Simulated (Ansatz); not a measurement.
## Energy of CaO along a strain of the cell

System: CaO (I4/mmm, 2 atoms in the cell).
Method: DFT r2SCAN, scalar-relativistic, plane waves, PAW, no spin polarisation (Ansatz 0.2.0).

The 5 runs differ only in the geometry, by a strain of the cell at fixed fractional positions. Against run 3, the strain is εxx = η and εyy = η. The structure derives from an entry of the Crystallography Open Database.

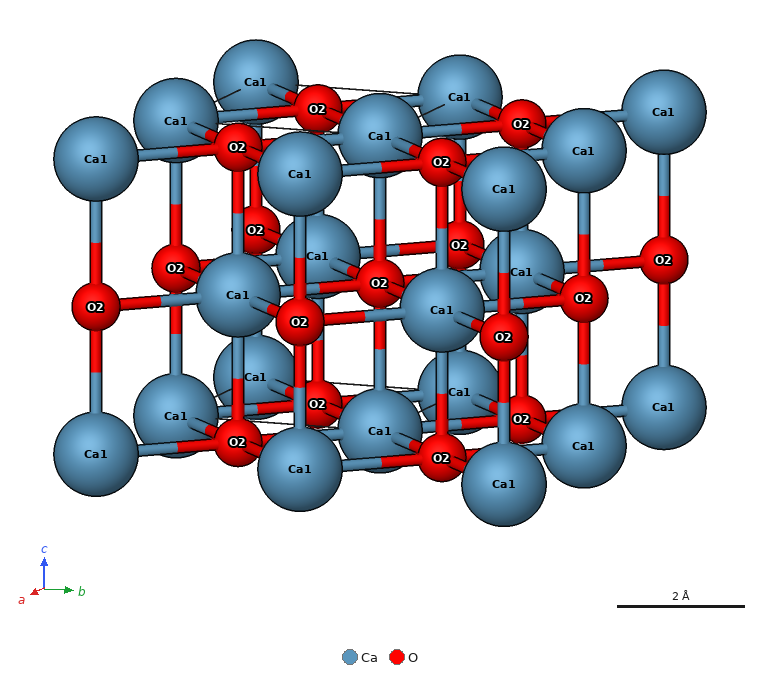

Figure 1. The structure of run 3 (ball-and-stick view of the cell 2 times as large as that of the calculation, set on its symmetry axes, repeated 2 × 2 × 1, seen slightly off an axis; atoms are numbered from 1 in the order of the input). An atom can appear more than once, as a periodic image.

## Input of run 3
```yaml
crystal:
  lattice:
    - [0.0, 2.449, 2.37553]
    - [2.449, 0.0, 2.37553]
    - [2.449, 2.449, 0.0]
  atoms:
    - { symbol: Ca, position: [0.0, 0.0, 0.0] }
    - { symbol: O, position: [0.5, 0.5, 0.5] }
basis:
  ecutwfc: 500
kpoints:
  mp_grid: { grid: [8, 8, 8] }
hamiltonian:
  xc: r2scan
scf:
  occupations: { method: gaussian, width: 0.05 }
output:
  forces: true
  stress: true
  eigenvalues: true
```

Command:
```bash
ansatz run input.yaml --threads 1 --pin off --max-ram 2560MiB --backend cpu --events-out ev --progress --plain --runs-dir out
```

Run 2 differs from it as follows:
```diff
-    - [0.0, 2.449, 2.37553]
-    - [2.449, 0.0, 2.37553]
-    - [2.449, 2.449, 0.0]
+    - [0.0, 2.412265, 2.37553]
+    - [2.412265, 0.0, 2.37553]
+    - [2.412265, 2.412265, 0.0]
```

## Results, with one run withheld

| run | strain parameter η (%) | free energy per atom, from the lowest run given (meV) | pressure (GPa) | gap on the mesh (eV) |
| --- | --- | --- | --- | --- |
| 1 | −3.0000 | 0.00 | 3.42 | 4.19 |
| 2 | −1.5000 | ? | ? | ? |
| 3 | 0.0000 | 5.62 | −3.41 | 4.09 |
| 4 | 1.5000 | 23.10 | −5.98 | 4.05 |
| 5 | 3.0000 | 48.17 | −8.11 | 4.00 |

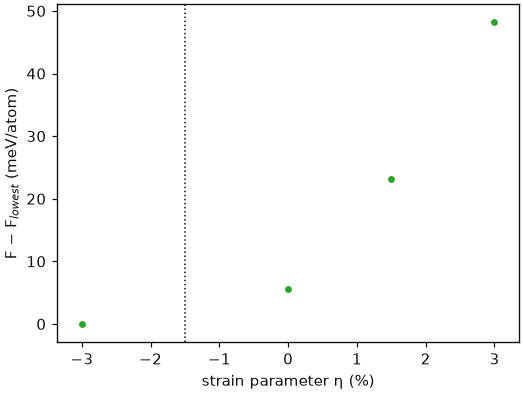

Figure 2. Free energy per atom of the runs given; the dotted line marks run 2.

Estimate the energy of run 2 from the others.

A quadratic polynomial in the coordinate, fitted to the 4 runs given, misses them by at most 0.48 meV per atom. With x = η − 0.3750, it reads F = 9.2878 + 9.582 x + 2.0185 x² (meV per atom). At run 2 it gives −1.58 meV per atom, and the run itself gives −2.68. The fit has its minimum at η = −1.9985 %. The fit misses that run by 1.10 meV per atom. The gap on the mesh goes, without turning, from 4.19 eV in run 1 to 4.00 eV in run 5; run 2 has 4.14 eV. These are gaps of this functional on this mesh, which can miss the band edges; they aren't the measured gap.

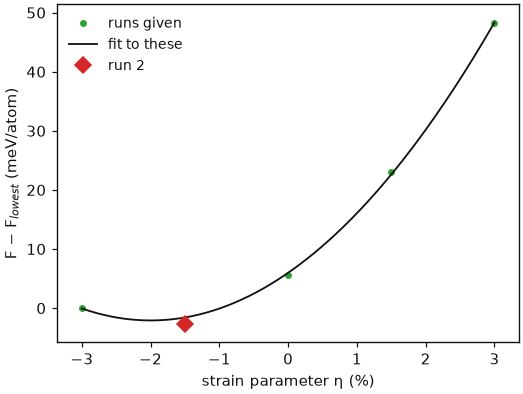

Figure 3. The fit and the withheld run.

## Output, shortened to warnings, some set-up lines, iterations and results (run 2)
```
Basis set: ecut = 500 eV, 725 PW (Γ), exchange–correlation on 100×100×100 points (64 copies of the dense FFT grid, shifted against one another)
Symmetry: 16 space group operations
k-points: 59 of 512
Initial density: superposition of atomic densities (neutral atoms: chi_scale 0, normalization atom), corrected by the library's trained network
[...]
SCF iter   1: F=—  HF=-2394.018107 eV  |F-HF|=—  |Δ(HF+E_count)|=         —  Δρ=1.09e-2  dr2=4.04e-2  dr2_τ=6.12e-2  ethr=1.77e-3  ⟨swp⟩=7.4  Hψ=5104  notcnv=0
SCF iter   2: F=—  HF=-2394.095764 eV  |F-HF|=—  |Δ(HF+E_count)|=   7.77e-2  Δρ=1.01e-2  dr2=1.65e-2  dr2_τ=3.83e-3  ethr=2.53e-4  ⟨swp⟩=2.2  Hψ=1670  notcnv=0
SCF iter   3: F=—  HF=-2394.091974 eV  |F-HF|=—  |Δ(HF+E_count)|=   3.79e-3  Δρ=2.52e-3  dr2=8.74e-4  dr2_τ=8.72e-5  ethr=1.03e-4  ⟨swp⟩=2.0  Hψ=1110  notcnv=0
SCF iter   4: F=—  HF=-2394.091854 eV  |F-HF|=—  |Δ(HF+E_count)|=   1.20e-4  Δρ=4.97e-4  dr2=2.12e-5  dr2_τ=7.76e-6  ethr=5.46e-6  ⟨swp⟩=2.8  Hψ=1137  notcnv=0
SCF iter   5: F=—  HF=-2394.091860 eV  |F-HF|=—  |Δ(HF+E_count)|=   5.47e-6  Δρ=7.16e-5  dr2=3.95e-7  dr2_τ=1.21e-7  ethr=1.33e-7  ⟨swp⟩=2.0  Hψ=885  notcnv=0
SCF iter   6: F=-2394.091860 eV  HF=-2394.091860 eV  |F-HF|=3.95e-9  |Δ(HF+E_count)|=   4.17e-7  Δρ=8.35e-6  dr2=8.34e-9  dr2_τ=1.99e-9  ethr=6.25e-10  ⟨swp⟩=5.1  Hψ=3569  …
SCF 1 converged in 6 iterations: F = -2394.091860 eV  dr2 = 8.34e-9
SCF converged after 6 iterations
Free energy (F): -2394.091860 eV
Harris-Foulkes:  -2394.091860 eV  (|F-HF|=3.95e-9)
Internal energy: -2394.091860 eV  (E = F + TS)
E sigma→0 (E₀):  -2394.091860 eV
Fermi energy:    9.490878 eV
--- Per-component energies (eV) ---
  E_band       = -113.529432
  E_kinetic    = 457.112947
  E_local      = -889.117933  (includes V_loc(G=0)·N_el)
  E_nonlocal   = 110.425152
  E_hartree    = 295.099540
  E_xc         = -212.359093
  E_vxc        = -302.800701  (∫ρ·V_xc dr)
  E_paw        = -1023.626468  (= ΣΔE_a)
  E_vpaw       = -97.991872  (= ΣTr[D̂ρ^β])
  E_aug_tail   = 0.000966  (compensation charges beyond the density's cutoff)
  E_vtau       = 18.642666  (kinetic-family band-sum trace: ∫τ·v_τ [+ j·A + Jᵃ·Aᵃ] dr)
  E_ewald      = -1131.374365
  E_core_change = -0.252606  (= ΣΔE_core)
  E_smearing   = -0.000000  (= −TS)
  E_closure    = 0.000000  (closes the sum)
  Σ components = -2394.091860   (vs F -2394.091860, Δ=0.00e0)
--- Forces (eV/Å), atoms counted from 1 ---
  atom   1  Ca    -0.00000000     0.00000000    -0.00000000
  atom   2  O      0.00000000     0.00000000     0.00000000
  max |Σ_I F_I| component: 1.24e-29 eV/Å
--- Stress (GPa, compression-positive) ---
       -1.194827       0.000000       0.000000
        0.000000      -1.194827      -0.000000
        0.000000       0.000000       1.469552
  P = ⅓ Tr σ = -0.3067 GPa (-3.067 kbar)
```
